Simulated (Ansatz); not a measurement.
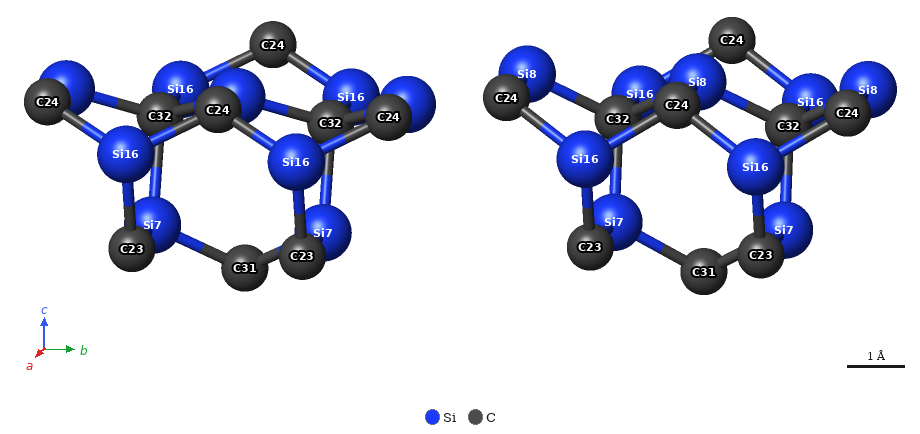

Two geometries of a slab of composition Si16C16, drawn at one scale. One is the start of a relaxation, the other its converged end. The picture is a ball-and-stick view of the atoms within 4.2 Å of the atom that moves most (axes of the 1 × 2 repeat of the cell, outlined in the plane, without the vacuum (origin shifted)), seen slightly off an axis.

Level of theory: Ansatz 0.2.0, DFT, PBEsol, PAW, plane waves. (plane-wave cutoff 420 eV; k-point mesh 4 × 6 × 1; no spin polarisation; atoms relaxed in a fixed cell; force threshold 0.03 eV/Å; at most 80 steps)

Q: Which one is relaxed?

A: The left one is the relaxed one. After 5 geometry steps the energy has fallen by 1.788 eV per cell of the calculation. The largest force component goes from 2.9 to 0.02 eV/Å. The largest moves relative to the layer's centre, 0.28 Å, are those of Si8 and Si9. Si8 goes at 31° to the normal (−c side). Largest moves by element: Si 0.28 Å, C 0.11 Å. The cell doesn't change. Some distances before and after: Si8–C24 1.931 → 1.733 Å, Si7–C32 1.849 → 1.958 Å, Si16–C24 1.899 → 1.820 Å, Si16–C23 1.858 → 1.931 Å. Among the angles between lasting bonds that change: Si7–C32–Si8 111.0° → 98.5°, Si7–C32–Si8 107.9° → 98.5°, C24–Si8–C32 109.4° → 117.7°.
